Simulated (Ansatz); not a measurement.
Y: single-point calculation

System: Y (slab, 3 atoms in the cell).
Method: DFT PBE, scalar-relativistic, plane waves, PAW, no spin polarisation (Ansatz 0.2.0).

The structure derives from an entry of the Crystallography Open Database. Figures and captions count atoms from 1; the log counts them from 0 in places.

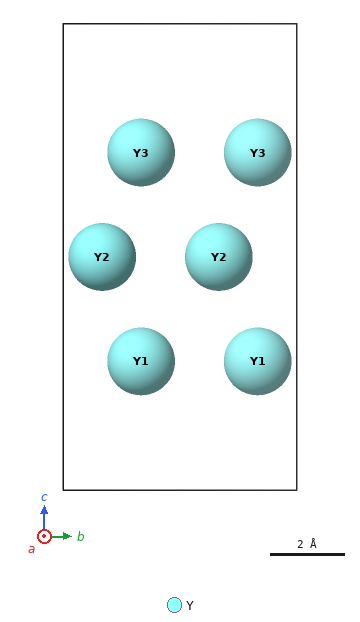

Figure 1. The structure (spheres-only view of the 1 × 2 repeat of the cell, with the vacuum cut short, along the a axis; atoms are numbered from 1 in the order of the input).

### The input
```yaml
crystal:
  lattice:
    - [3.6571046517, 0.0, 0.0]
    - [-1.8285523259, 3.1671455327, 0.0]
    - [0.0, 0.0, 20.674065978]
  atoms:
    - { symbol: "Y", position: [0.3333333333, 0.6666666667, 0.3627733416] }
    - { symbol: "Y", position: [0.6666666667, 0.3333333333, 0.5] }
    - { symbol: "Y", position: [0.3333333333, 0.6666666667, 0.6372266584] }
basis:
  ecutwfc: 420
kpoints:
  mp_grid: { grid: [12, 12, 1] }
hamiltonian:
  xc: pbe
scf:
  occupations: { method: gaussian, width: 0.1 }
output:
  forces: true
  stress: true
  eigenvalues: true
  write_density: true
  write_potential: true
  elf: true
  volumetric_format: npy
efield:
  axis: 3
  dipole_correction: true
```

Hardware: 1 thread of Arm Neoverse V1, 24 GiB of memory available, shared host.

Launched with:
```bash
ansatz run input.yaml --threads 1 --pin off --max-ram 2560MiB --backend cpu --events-out ev --progress --plain --runs-dir out
```

### The program's output
```
Engine: ansatz 0.2.0, aarch64-unknown-linux-gnu
Pseudopotentials: kind: paw
Pseudopotential: Y, paw, valence charge 11, recommended cutoff 420 eV (normal), Y.paw.azcp
Functional definition: PBE
  parameter kappa = 0.804
  parameter beta = 0.06672455060314922
  exchange = pbe_x(kappa = kappa, mu = beta*pi^2/3)
  correlation = pbe_c(beta = beta)
Crystal: 3 atoms, lattice volume = 239.459 Å³
Basis set: ecut = 420 eV, 4605 PW (Γ), exchange–correlation on 50×50×288 points (8 copies of the dense FFT grid, shifted against one another)
Bands: 21, of which v1, the nominal top of the filled ones, is band 17 counted from 1 (16 counted from 0)
Symmetry: 6 space group operations
k-points: 19 of 144 (time reversal used)
Non-local potential: Y, projectors of the file, l = 0: 3, l = 1: 2, l = 2: 2, l = 3: 1
PAW form: soft (Blöchl's): semilocal exchange-correlation on the pseudo side does not see the compensation charge
PAW one-centre angular grid: Y, 590 points (default); XC on 64 Gauss nodes
Initial density: superposition of atomic densities (neutral atoms: chi_scale 0, normalization atom), corrected by the library's trained network
Initial wavefunctions: pseudopotential atomic-orbital guess
Functional: x = pbe(κ = 0.804, μ = 0.2195149727645171), c = pbe(β = 0.06672455060314922)
SCF iter   1: F=—  HF=-11544.585652 eV  |F-HF|=—  |Δ(HF+E_count)|=         —  Δρ=3.27e-3  dr2=1.92e-1  ethr=1.77e-3  p=0.000 e·Å  D=2.93e-14 V/Å  ΔV_dip=-0.00 eV  dr2_dipole=1.21e-6  V_vac-E_F(+/−)=3.01/3.00 eV  ⟨swp⟩=5.9  Hψ=1765  notcnv=0
efield: sawtooth ramp at fractional position 0.9500 (placed from the atoms, in the widest stretch of the axis that holds none; the zero of the levels goes with the place), width 0.1000; the density the first Hamiltonian is built on has a dipole p = 0.000 e·Å; the dipole correction subtracts the counter field D = 2.93e-14 V/Å, which shifts the + side's vacuum level by -0.00 eV against the − side's; the planar-averaged density in the ramp window peaks in size at 1.8e-4 e/Å³
preconditioner: auto → LDOS  [metal: Δε(μ)=0.029 eV  Ē_g=1.892 eV  σ=0.100 eV  W_gap=0.16  n_scr=12 (ndim 8)  ℏωp=7.2 eV  f_vac=0.482  D(μ)=7.39/eV (n_scr^D=68)  β→1.0]
SCF iter   2: F=—  HF=-11544.576508 eV  |F-HF|=—  |Δ(HF+E_count)|=   9.14e-3  Δρ=1.27e-3  dr2=9.21e-3  ethr=5.81e-4  p=-0.000 e·Å  D=-3.11e-5 V/Å  ΔV_dip=0.00 eV  dr2_dipole=1.90e-6  V_vac-E_F(+/−)=3.19/3.19 eV  ⟨swp⟩=1.3  Hψ=557  notcnv=0
SCF iter   3: F=—  HF=-11544.576275 eV  |F-HF|=—  |Δ(HF+E_count)|=   2.33e-4  Δρ=5.55e-4  dr2=3.61e-3  ethr=2.79e-5  p=-0.000 e·Å  D=-4.10e-6 V/Å  ΔV_dip=0.00 eV  dr2_dipole=3.12e-8  V_vac-E_F(+/−)=3.21/3.21 eV  ⟨swp⟩=2.0  Hψ=654  notcnv=0
SCF iter   4: F=—  HF=-11544.576146 eV  |F-HF|=—  |Δ(HF+E_count)|=   1.29e-4  Δρ=1.83e-4  dr2=5.98e-4  ethr=1.09e-5  p=-0.000 e·Å  D=-4.32e-6 V/Å  ΔV_dip=0.00 eV  dr2_dipole=4.24e-8  V_vac-E_F(+/−)=3.23/3.23 eV  ⟨swp⟩=1.2  Hψ=441  notcnv=0
SCF iter   5: F=—  HF=-11544.576142 eV  |F-HF|=—  |Δ(HF+E_count)|=   3.79e-6  Δρ=5.40e-5  dr2=7.27e-5  ethr=1.81e-6  p=-0.000 e·Å  D=-3.40e-6 V/Å  ΔV_dip=0.00 eV  dr2_dipole=9.35e-10  V_vac-E_F(+/−)=3.24/3.24 eV  ⟨swp⟩=1.4  Hψ=408  notcnv=0
SCF iter   6: F=—  HF=-11544.576262 eV  |F-HF|=—  |Δ(HF+E_count)|=   1.21e-4  Δρ=1.38e-5  dr2=2.92e-6  ethr=2.20e-7  p=-0.000 e·Å  D=-2.12e-6 V/Å  ΔV_dip=0.00 eV  dr2_dipole=1.81e-9  V_vac-E_F(+/−)=3.24/3.24 eV  ⟨swp⟩=1.9  Hψ=429  notcnv=0
SCF iter   7: F=—  HF=-11544.576263 eV  |F-HF|=—  |Δ(HF+E_count)|=   2.11e-7  Δρ=4.71e-6  dr2=3.39e-7  ethr=8.85e-9  p=-0.000 e·Å  D=-5.57e-7 V/Å  ΔV_dip=0.00 eV  dr2_dipole=2.43e-10  V_vac-E_F(+/−)=3.24/3.24 eV  ⟨swp⟩=1.9  Hψ=459  notcnv=0
SCF iter   8: F=-11544.576263 eV  HF=-11544.576263 eV  |F-HF|=6.07e-9  |Δ(HF+E_count)|=   2.57e-8  Δρ=1.49e-6  dr2=1.92e-8  ethr=3.03e-10  p=-0.000 e·Å  D=-4.82e-7 V/Å  ΔV_dip=0.00 eV  dr2_dipole=3.99e-11  V_vac-E_F(+/−)=3.25/3.25 eV  ⟨swp⟩=10.9  Hψ=2898  notcnv=0
WARN: efield: at this solve's end the planar-averaged density reaches 1.26e-5 e/Å³ inside the ramp window [0.9016, 0.0984] (bound 1e-5 e/Å³); the window's nearer edge stands 5.47 Å from this solve's nearest atom along the axis. Its work functions, free energy, forces, stress, dipole, levels and responses can be off, and this figure does not tell by how much. A short vacuum, a low `basis.ecutwfc` or `basis.ecutrho_ratio` and negative occupations (`scf.occupations.method`) can put density there. See the manual's quickstart, § The vacuum guard
SCF 1 converged in 8 iterations: F = -11544.576263 eV  dr2 = 1.92e-8
  greatest PAW one-centre occupation: 0.994 electrons in one spin orbital (limit 2), on the Y atom at site 0 (counted from 0), in its partial waves of l = 0
```

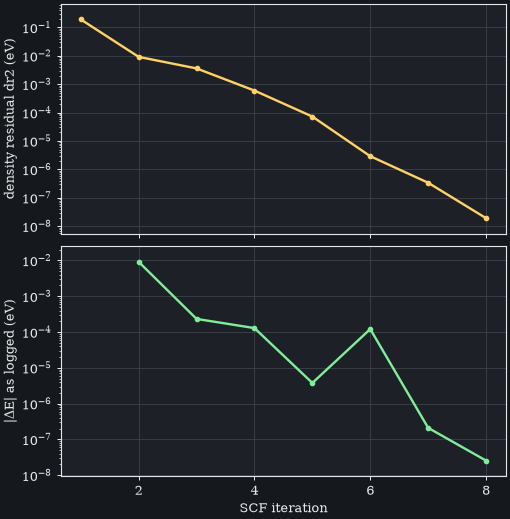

Figure 2. Convergence of the self-consistent field: density residual dr2 and size of the energy change against the SCF iteration. The residual falls at every step.

```
WARN: The output density's exchange-correlation potential varies sharply where the density is thin. Do not read a vacuum level from v_tot or v_xc, or from such a field of the output density. On a cell that repeats whose density bears no net charge and no dipole along the vacuum's axis use v_es (v_loc + v_h of the components); under efield.dipole_correction with no amplitude use v_es + v_field, which holds any external_charges[].barrier, or the levels of the report's work_function block, which leave it out; under a non-zero efield.amplitude the vacuum is tilted and has no level; on a cell that repeats and bears such a dipole with no correction it is tilted too, and efield.dipole_correction with no amplitude gives each side of its ramp a level where efield: is served; in a cell that repeats whose density bears a net charge (total_charge, or a fill off its count) it is curved and has none; of a slab under crystal.periodic whose density bears no net charge use v_es, which has a level on each side, short of where the two are joined; of another it falls or rises all the way out and has none; of a slab beside external_charges read slab_vacuum_level instead, which it has where they leave it neutral. The grid or the basis barely resolves most such structure, and the values can differ between equally converged runs; as a rule a tighter scf.convergence.dr2_threshold does not remove it. Where the density itself ripples (under the LDA too) a higher basis.ecutwfc lessens it. The files hold the spikes' plane waves up to the density's cutoff. Files: v_tot_of_output_density and the like, and their columns of v_z.tsv (output.write_potential); v_xc_of_output_density and the like, and their columns of v_comp_z.tsv (output.write_potential_components). Measured: with its Gaussian average of σ = 0.25 Å subtracted twice, the exchange-correlation potential is over 0.1 eV at 1875 of the grid points where the equally averaged density (valence and model cores) is under 1e-3 e/Å³, and 0.698 eV at the most among them, at an averaged density of 5.2e-7 e/Å³. The input density's (outcome.potential() and, of a run that writes arrays, v_tot and v_xc) is over 0.1 eV, so measured, at 875 points of its own thin density, 0.701 eV at the most. See output.write_potential in the manual, Limitations
SCF converged after 8 iterations
Free energy (F): -11544.576263 eV
Harris-Foulkes:  -11544.576263 eV  (|F-HF|=6.07e-9)
Internal energy: -11544.544145 eV  (E = F + TS)
E sigma→0 (E₀):  -11544.560204 eV
Entropy (-TS):   -0.032118 eV (-10.706 meV/atom)
Fermi energy:    2.099242 eV
Dipole field:    D = 0.000007 V/Å  (p = 0.000010 e·Å, saw-weighted, corrected)
Work function:   Φ+ = 3.2453 eV   Φ− = 3.2455 eV
Levels:          The Fermi level and band energies are counted from a zero that moves with the ramp; work functions are not
Vacuum region:   at the solve's end the planar-averaged density reaches 1.26e-5 e/Å³ inside the ramp window [0.9016, 0.0984] (bound 1e-5 e/Å³)
--- Per-component energies (eV) ---
  E_band       = -609.393577
  E_kinetic    = 910.388791
  E_local      = -12540.306666  (includes V_loc(G=0)·N_el)
  E_nonlocal   = 150.715272
  E_hartree    = 5811.024938
  E_xc         = -516.469248
  E_vxc        = -592.456191  (∫ρ·V_xc dr)
  E_paw        = -8476.038156  (= ΣΔE_a)
  E_vpaw       = -159.790613  (= ΣTr[D̂ρ^β])
  E_aug_tail   = 0.000010  (compensation charges beyond the density's cutoff)
  E_efield     = 0.000000  (sawtooth field / dipole correction)
  E_vefield    = 0.000000  (∫n·V_field dr)
  E_ewald      = 3116.140915
  E_smearing   = -0.032118  (= −TS)
  E_closure    = -0.000000  (closes the sum)
  Σ components = -11544.576263   (vs F -11544.576263, Δ=0.00e0)
--- Forces (eV/Å), atoms counted from 1 ---
  atom   1  Y      0.00000000     0.00000000     0.13550103
  atom   2  Y      0.00000000    -0.00000000     0.00003678
  atom   3  Y     -0.00000000     0.00000000    -0.13554208
  max |Σ_I F_I| component: 4.27e-6 eV/Å
--- Stress (GPa, compression-positive) ---
       -0.894610       0.000000       0.000000
        0.000000      -0.894610       0.000000
        0.000000       0.000000      -0.514615
  P = ⅓ Tr σ = -0.7679 GPa (-7.679 kbar)
--- Band table (eV; the first three rows and the last of 19) ---
  k-point 0: bands = ["-41.0073", "-41.0063", "-40.3195", "-21.1097", "-21.0537", "-20.7852", "-20.7852", "-20.7837", "-20.7837", "-20.3129", "-20.1181", "-20.1181", "-2.1214", "-1.2604", "-0.0895", "2.2180", "2.3443", "3.0034", "3.6492", "3.6492", "3.7387"]
  k-point 1: bands = ["-41.0050", "-41.0041", "-40.3173", "-21.1034", "-21.0515", "-20.8095", "-20.8093", "-20.7910", "-20.7893", "-20.3107", "-20.1414", "-20.1235", "-1.9785", "-1.1207", "0.0472", "2.2238", "2.3724", "2.9000", "3.4588", "3.5206", "3.7573"]
  k-point 2: bands = ["-40.9989", "-40.9981", "-40.3114", "-21.0864", "-21.0457", "-20.8783", "-20.8743", "-20.8067", "-20.8045", "-20.3057", "-20.2042", "-20.1385", "-1.5709", "-0.7282", "0.4210", "2.1976", "2.3396", "2.7224", "3.0022", "3.2578", "3.7500"]
  k-point 18: bands = ["-40.9693", "-40.9693", "-40.2829", "-21.0493", "-21.0330", "-21.0280", "-21.0262", "-21.0206", "-20.9966", "-20.3587", "-20.3434", "-20.2916", "1.4779", "1.5445", "1.6752", "1.9563", "2.2928", "2.3537", "2.5795", "2.6541", "2.7084"]
```

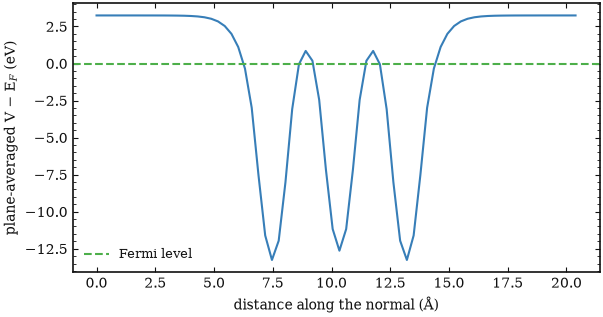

Figure 3. Plane average of the electrostatic potential energy of an electron across the cell, from the Fermi level. The vacuum level lies 3.25 eV above the Fermi level.

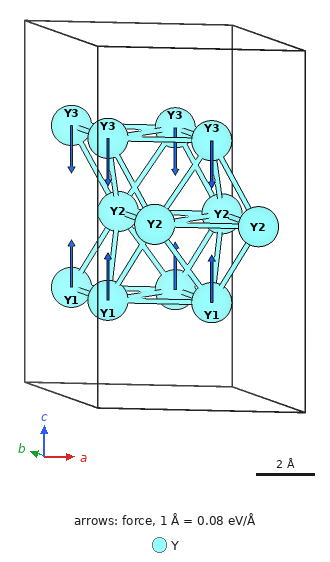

Figure 4. Forces on the atoms as blue arrows (ball-and-stick view of the 2 × 2 repeat of the cell, with the vacuum cut short, seen slightly off an axis; atoms are numbered from 1 in the order of the input). The largest act on Y1, Y3 (0.14 eV/Å). The geometry is not a stationary point of this energy.

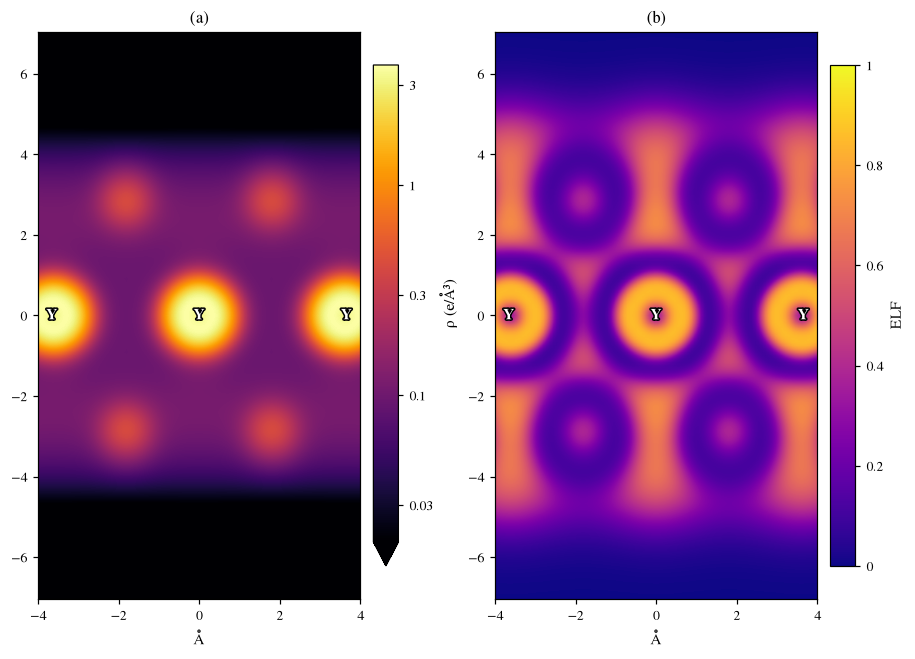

Figure 5. (a) valence electron density; (b) ELF on the (010) plane of the calculation cell, a cut from vacuum to vacuum. Atoms in the plane: Y. Y–Y (3.66 Å): ρ at the midpoint is about 0.1 e/Å³; the ELF is about 0.30 at the midpoint; no shared electron pair. The density dies away to nearly zero in the vacuum. The strong features right at Y lie inside the PAW spheres (semicore, d or f shells) and say nothing about bonding. In a PAW calculation such maps are meaningful between the atoms, not at the nuclei.

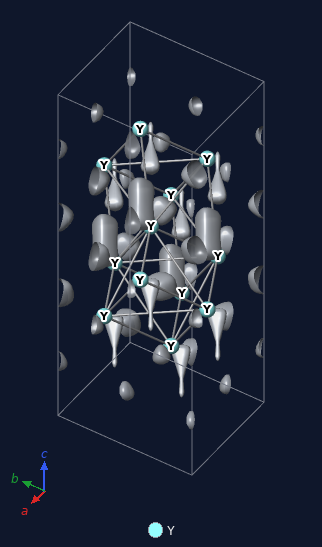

Figure 6. Isosurface of the ELF at 0.65 (grey), seen at an oblique angle. Core shells and regions of very low density are left out. Sticks mark near contacts. Counts are for one cell; the picture repeats the cell along the surface.  Values along the shortest contacts: Y–Y (3.54 Å): the ELF is about 0.20 at the midpoint; no localised pair between them. Y–Y (3.66 Å): the ELF is about 0.30 at the midpoint (no localised pair between them).

### Key numbers

| quantity | value |
| --- | --- |
| outcome | converged |
| electrons treated | 33 |
| free energy | −11544.5763 eV |
| work function, top face | 3.25 eV |
| work function, bottom face | 3.25 eV |
| Fermi energy | 2.099 eV |
| gap on the k-point mesh | none (metallic) |
| work function (upper face) | 3.25 eV |
| largest force (length of the vector) | 0.136 eV/Å |
| wall time | 9.9 s |
| peak memory | 0.38 GiB |

### Remarks

Warnings of the run: the density in the vacuum is higher than it should be, so vacuum levels may be off; the exchange-correlation potential is rough where the density is thin.
